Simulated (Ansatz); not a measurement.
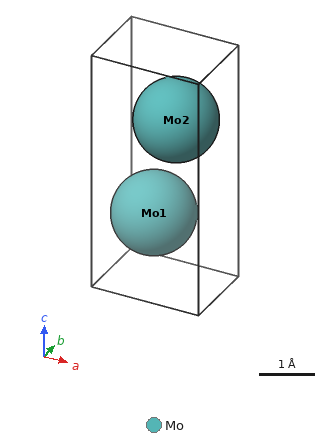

**Figure 1.** The structure of the first run (spheres-only view of the cell of the calculation, seen slightly off an axis; atoms are numbered from 1 in the order of the input). An atom can appear more than once, as a periodic image.

## From Mo to Ru

System: Mo (P6₃/mmc, 2 atoms in the cell).
Method of the first run: DFT r2SCAN, scalar-relativistic, plane waves, PAW, no spin polarisation (Ansatz 0.2.0).
System of the second run: Ru (P6₃/mmc, 2 atoms in the cell).

On the first run: The structure was made by swapping elements on the sites of another compound; it need not be a known phase. On the second run: The structure derives from a Materials Project entry. Text and figures count atoms from 1; the logs count them from 0 in places.

**Input, the first run**
```yaml
crystal:
  lattice:
    - [2.8031451152, 0.0, 0.0]
    - [-1.4015725576, 2.4275948803, 0.0]
    - [0.0, 0.0, 4.4247628419]
  atoms:
    - { symbol: Mo, position: [0.3333333333, 0.6666666667, 0.25] }
    - { symbol: Mo, position: [0.6666666667, 0.3333333333, 0.75] }
basis:
  ecutwfc: 500
kpoints:
  mp_grid: { grid: [12, 12, 4] }
hamiltonian:
  xc: r2scan
scf:
  occupations: { method: gaussian, width: 0.1 }
output:
  forces: true
  stress: true
  eigenvalues: true
relax:
  adjacent_minimum: "off"
  f_tol: 0.05
  max_steps: 60
  cell: { stress_tol: 0.5 }
```

Launched with:
```bash
ansatz run input.yaml --threads 1 --pin off --max-ram 2560MiB --backend cpu --events-out ev --progress --plain --runs-dir out
```

Hardware: 1 thread of Intel Xeon @ 2.50GHz (Skylake/Cascade Lake), 189 GiB of memory available, shared host.

**Output, shortened to warnings, some set-up lines, iterations and results (the first run)**
```
Basis set: ecut = 500 eV, 761 PW (Γ), exchange–correlation on 96×96×144 points (64 copies of the dense FFT grid, shifted against one another)
Symmetry: 24 space group operations
k-points: 57 of 576
Initial density: superposition of atomic densities (neutral atoms: chi_scale 0, normalization atom), corrected by the library's trained network
[...]
SCF iter   1: F=—  HF=-9934.013812 eV  |F-HF|=—  |Δ(HF+E_count)|=         —  Δρ=1.04e-2  dr2=1.10e-2  dr2_τ=2.25e-2  ethr=1.77e-3  ⟨swp⟩=5.0  Hψ=4749  notcnv=0
SCF iter   2: F=—  HF=-9934.021209 eV  |F-HF|=—  |Δ(HF+E_count)|=   7.40e-3  Δρ=6.28e-3  dr2=4.38e-3  dr2_τ=2.55e-4  ethr=3.92e-5  ⟨swp⟩=1.5  Hψ=1625  notcnv=0
SCF iter   3: F=—  HF=-9934.022337 eV  |F-HF|=—  |Δ(HF+E_count)|=   1.13e-3  Δρ=6.62e-4  dr2=7.69e-5  dr2_τ=3.04e-5  ethr=1.56e-5  ⟨swp⟩=2.7  Hψ=1704  notcnv=0
SCF iter   4: F=—  HF=-9934.022327 eV  |F-HF|=—  |Δ(HF+E_count)|=   1.03e-5  Δρ=2.20e-4  dr2=6.86e-6  dr2_τ=2.13e-6  ethr=2.75e-7  ⟨swp⟩=2.0  Hψ=1823  notcnv=0
SCF iter   5: F=—  HF=-9934.022330 eV  |F-HF|=—  |Δ(HF+E_count)|=   3.05e-6  Δρ=5.23e-5  dr2=4.41e-7  dr2_τ=9.48e-8  ethr=2.45e-8  ⟨swp⟩=2.0  Hψ=1658  notcnv=0
[... 67 lines ...]
SCF iter   3: F=—  HF=-9934.233336 eV  |F-HF|=—  |Δ(HF+E_count)|=   6.22e-5  Δρ=2.60e-5  dr2=7.02e-8  dr2_τ=2.25e-8  ethr=7.87e-9  ⟨swp⟩=2.1  Hψ=1688  notcnv=0
SCF iter   4: F=—  HF=-9934.233336 eV  |F-HF|=—  |Δ(HF+E_count)|=   8.90e-8  Δρ=3.96e-6  dr2=2.27e-9  dr2_τ=1.34e-9  ethr=2.51e-10  ⟨swp⟩=2.1  Hψ=1811  notcnv=0
SCF iter   5: F=-9934.233336 eV  HF=-9934.233336 eV  |F-HF|=8.91e-11  |Δ(HF+E_count)|=   1.96e-9  Δρ=6.97e-7  dr2=8.66e-11  dr2_τ=1.63e-11  ethr=7.14e-12  ⟨swp⟩=4.0  Hψ=3462  …
SCF 9 converged in 5 iterations: F = -9934.233336 eV  dr2 = 8.66e-11
relax step   9: F+E_penalty+E_count = -9934.23333572 eV  Δ(F+E_penalty+E_count) = -1.340e-3 eV  max|allowed force component| = 1.850e-17 eV/Å  Δτ_max = 0.0000 Å  P = +0.150 …
basis re-selected at this cell: Δ(F+E_penalty+E_count) = -1.340e-3 eV, ΔP = +0.017 GPa vs the last step (what re-selecting the basis moved, of the pressure what is left beyond the Pulay correction that the steps carried, after the strain that the cell walked since its last selection, with what the …
SCF converged after 5 iterations
Free energy (F): -9934.233336 eV
Harris-Foulkes:  -9934.233336 eV  (|F-HF|=8.91e-11)
Internal energy: -9934.224215 eV  (E = F + TS)
E sigma→0 (E₀):  -9934.228775 eV
Entropy (-TS):   -0.009121 eV (-4.560 meV/atom)
Fermi energy:    20.340419 eV
--- Per-component energies (eV) ---
  E_band       = -144.523554
  E_kinetic    = 880.412066
  E_local      = -1606.166763  (includes V_loc(G=0)·N_el)
  E_nonlocal   = 285.830260
  E_hartree    = 531.485442
  E_xc         = -356.571424
  E_vxc        = -512.164212  (∫ρ·V_xc dr)
  E_paw        = -6434.746778  (= ΣΔE_a)
  E_vpaw       = -289.509871  (= ΣTr[D̂ρ^β])
  E_aug_tail   = 0.000006  (compensation charges beyond the density's cutoff)
  E_vtau       = 34.104027  (kinetic-family band-sum trace: ∫τ·v_τ [+ j·A + Jᵃ·Aᵃ] dr)
  E_ewald      = -3234.024617
  E_core_change = -0.442407  (= ΣΔE_core)
  E_smearing   = -0.009121  (= −TS)
  E_closure    = 0.000000  (closes the sum)
  Σ components = -9934.233336   (vs F -9934.233336, Δ=0.00e0)
--- Forces (eV/Å), atoms counted from 1 ---
  atom   1  Mo    -0.00000000    -0.00000000    -0.00000000
  atom   2  Mo     0.00000000     0.00000000     0.00000000
  max |Σ_I F_I| component: 4.63e-18 eV/Å
--- Stress (GPa, compression-positive) ---
        0.018178       0.000000      -0.000000
        0.000000       0.018178       0.000000
       -0.000000       0.000000       0.413571
  P = ⅓ Tr σ = 0.1500 GPa (1.500 kbar)
--- Relaxed structure (8 steps of the walk, 6 accepted, 1 SCFs on fresh bases) ---
  F+E_penalty+E_count = -9934.23333572 eV   max|allowed force component| = 1.850e-17 eV/Å   (the final SCF, on the basis selected at the relaxed cell)
  cell:  # Å, volume = 31.8724 Å³
    - [2.7303123372809655, -6.507488416726416e-33, -1.7353302444603777e-33]
[...]
```

The input of the second run differs as follows (lines with − go, lines with + come):
```diff
-    - [2.8031451152, 0.0, 0.0]
-    - [-1.4015725576, 2.4275948803, 0.0]
-    - [0.0, 0.0, 4.4247628419]
+    - [2.7078263433, 0.0, 0.0]
+    - [-1.3539131716, 2.3450464023, 0.0]
+    - [0.0, 0.0, 4.26810178]
-    - { symbol: Mo, position: [0.3333333333, 0.6666666667, 0.25] }
-    - { symbol: Mo, position: [0.6666666667, 0.3333333333, 0.75] }
+    - { symbol: Ru, position: [0.33333333, 0.66666667, 0.25] }
+    - { symbol: Ru, position: [0.66666667, 0.33333333, 0.75] }
-  mp_grid: { grid: [12, 12, 4] }
+  mp_grid: { grid: [18, 18, 10] }
+  write_density: true
+  write_potential: true
+  elf: true
+  volumetric_format: npy
-  f_tol: 0.05
-  max_steps: 60
-  cell: { stress_tol: 0.5 }
+  f_tol: 0.005
+  max_steps: 80
+  cell: { stress_tol: 0.05 }
```

Predict how the results change.

The total energies belong to different systems, so their difference says nothing on which is more stable or more accurate. The pressure goes from 0.15 to −0.02 GPa. The volume per atom goes from 15.94 to 13.49 Å³. The SCF takes 27 iterations over all geometry steps against 59. The irreducible k-points go from 57 to 222.

**Output, shortened to warnings, some set-up lines, iterations and results (the second run)**
```
Basis set: ecut = 500 eV, 687 PW (Γ), exchange–correlation on 80×80×128 points (64 copies of the dense FFT grid, shifted against one another)
Symmetry: 24 space group operations
k-points: 222 of 3240
Initial density: superposition of atomic densities (neutral atoms: chi_scale 0, normalization atom), corrected by the library's trained network
[...]
SCF iter   1: F=—  HF=-11781.388080 eV  |F-HF|=—  |Δ(HF+E_count)|=         —  Δρ=1.09e-2  dr2=9.63e-3  dr2_τ=1.40e-2  ethr=1.77e-3  ⟨swp⟩=4.9  Hψ=17902  notcnv=0
SCF iter   2: F=—  HF=-11781.410057 eV  |F-HF|=—  |Δ(HF+E_count)|=   2.20e-2  Δρ=6.08e-3  dr2=2.50e-3  dr2_τ=2.00e-4  ethr=3.01e-5  ⟨swp⟩=2.0  Hψ=10163  notcnv=0  defer=29
SCF iter   3: F=—  HF=-11781.413188 eV  |F-HF|=—  |Δ(HF+E_count)|=   3.13e-3  Δρ=1.19e-3  dr2=2.28e-4  dr2_τ=4.21e-5  ethr=7.80e-6  ⟨swp⟩=2.0  Hψ=6178  notcnv=0  defer=30
SCF iter   4: F=—  HF=-11781.413301 eV  |F-HF|=—  |Δ(HF+E_count)|=   1.13e-4  Δρ=2.76e-4  dr2=1.02e-5  dr2_τ=1.94e-6  ethr=7.13e-7  ⟨swp⟩=2.1  Hψ=7353  notcnv=0  defer=30
SCF iter   5: F=—  HF=-11781.413334 eV  |F-HF|=—  |Δ(HF+E_count)|=   3.32e-5  Δρ=7.20e-5  dr2=4.26e-7  dr2_τ=1.18e-7  ethr=3.18e-8  ⟨swp⟩=2.0  Hψ=7918  notcnv=0  defer=30
[... 25 lines ...]
SCF iter   2: F=—  HF=-11781.413964 eV  |F-HF|=—  |Δ(HF+E_count)|=   8.10e-7  Δρ=7.04e-6  dr2=1.66e-9  dr2_τ=1.64e-9  ethr=2.56e-11  ⟨swp⟩=2.3  Hψ=8099  notcnv=0
SCF iter   3: F=—  HF=-11781.413964 eV  |F-HF|=—  |Δ(HF+E_count)|=   2.61e-9  Δρ=1.15e-6  dr2=1.10e-10  dr2_τ=6.73e-11  ethr=5.18e-12  ⟨swp⟩=2.0  Hψ=6241  notcnv=0
SCF iter   4: F=-11781.413964 eV  HF=-11781.413964 eV  |F-HF|=7.28e-12  |Δ(HF+E_count)|=  3.64e-11  Δρ=2.38e-7  dr2=2.06e-12  dr2_τ=3.48e-12  ethr=1.00e-12  ⟨swp⟩=6.1  …
SCF 4 converged in 4 iterations: F = -11781.413964 eV  dr2 = 2.06e-12
relax step   4: F+E_penalty+E_count = -11781.41396412 eV  Δ(F+E_penalty+E_count) = +7.371e-5 eV  max|allowed force component| = 3.123e-17 eV/Å  Δτ_max = 0.0000 Å  P = -0.017 …
basis re-selected at this cell: Δ(F+E_penalty+E_count) = +7.371e-5 eV, ΔP = -0.003 GPa vs the last step (what re-selecting the basis moved, of the pressure what is left beyond the Pulay correction that the steps carried, after the strain that the cell walked since its last selection, with what the …
SCF converged after 4 iterations
Free energy (F): -11781.413964 eV
Harris-Foulkes:  -11781.413964 eV  (|F-HF|=7.28e-12)
Internal energy: -11781.405149 eV  (E = F + TS)
E sigma→0 (E₀):  -11781.409557 eV
Entropy (-TS):   -0.008815 eV (-4.408 meV/atom)
Fermi energy:    23.566899 eV
--- Per-component energies (eV) ---
  E_band       = -132.797583
  E_kinetic    = 1028.717663
  E_local      = -2500.294953  (includes V_loc(G=0)·N_el)
  E_nonlocal   = 685.635757
  E_hartree    = 803.195764
  E_xc         = -368.676645
  E_vxc        = -534.133861  (∫ρ·V_xc dr)
  E_paw        = -6957.739662  (= ΣΔE_a)
  E_vpaw       = -456.701392  (= ΣTr[D̂ρ^β])
  E_aug_tail   = 0.000200  (compensation charges beyond the density's cutoff)
  E_vtau       = 37.587445  (kinetic-family band-sum trace: ∫τ·v_τ [+ j·A + Jᵃ·Aᵃ] dr)
  E_ewald      = -4471.621362
  E_core_change = -0.621911  (= ΣΔE_core)
  E_smearing   = -0.008815  (= −TS)
  E_closure    = -0.000000  (closes the sum)
  Σ components = -11781.413964   (vs F -11781.413964, Δ=0.00e0)
--- Forces (eV/Å), atoms counted from 1 ---
  atom   1  Ru     0.00000000    -0.00000000     0.00000000
  atom   2  Ru    -0.00000000     0.00000000    -0.00000000
  max |Σ_I F_I| component: 4.63e-18 eV/Å
--- Stress (GPa, compression-positive) ---
       -0.025192      -0.000000      -0.000000
       -0.000000      -0.025192       0.000000
       -0.000000       0.000000      -0.000855
  P = ⅓ Tr σ = -0.0171 GPa (-0.171 kbar)
--- Relaxed structure (3 steps of the walk, 2 accepted, 1 SCFs on fresh bases) ---
  F+E_penalty+E_count = -11781.41396412 eV   max|allowed force component| = 3.123e-17 eV/Å   (the final SCF, on the basis selected at the relaxed cell)
  cell:  # Å, volume = 26.9808 Å³
    - [2.702464792719179, -2.8810341447957268e-11, 1.25772068662507e-19]
    - [-1.351232396334639, 2.3404031633422613, -6.288603433009231e-20]
    - [1.9824313751319717e-19, 0.0, 4.265839014629285]
  atoms:
    - { symbol: Ru, position: [0.33333333333333337, 0.6666666666666667, 0.25] }
[...]
```

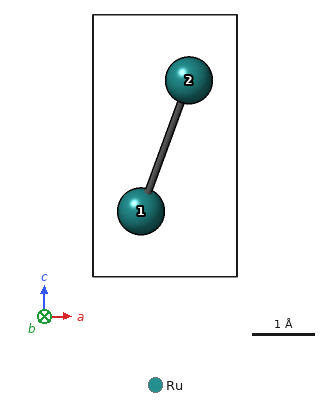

**Figure 2.** The input structure of the second run (ball-and-stick view of the cell of the calculation, along the b axis; atoms are numbered from 1 in the order of the input). An atom can appear more than once, as a periodic image.

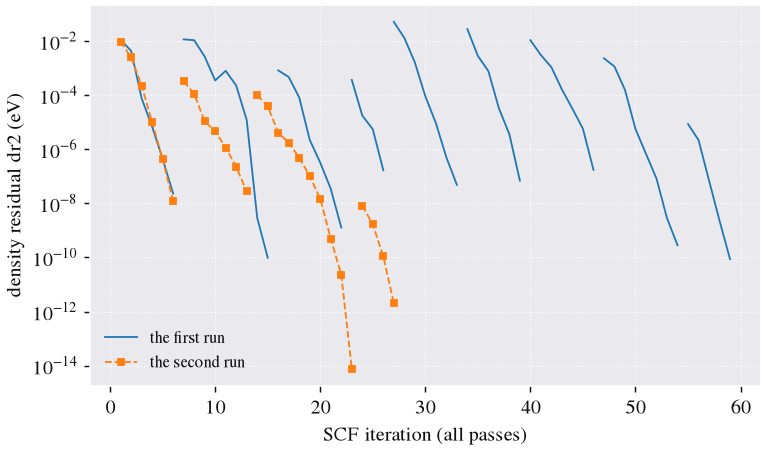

**Figure 3.** Convergence of the two runs: density residual dr2 against the SCF iteration. A break in a curve parts two SCF passes. The first run takes 59 iterations in all, and the second run takes 27.

**The two runs side by side**

```csv
quantity,the first run,the second run
outcome,converged,converged
free energy per atom (eV),−4967.1167,−5890.7070
"energy per atom, smearing taken to zero (eV)",−4967.1144,−5890.7048
gap on the mesh (eV),0.00,0.00
pressure (GPa),0.15,−0.02
volume per atom (Å³),15.94,13.49
largest force (eV/Å),0.000,0.000
SCF iterations,59,27
irreducible k-points,57,222
wall time (shared host),65 s,86 s
```
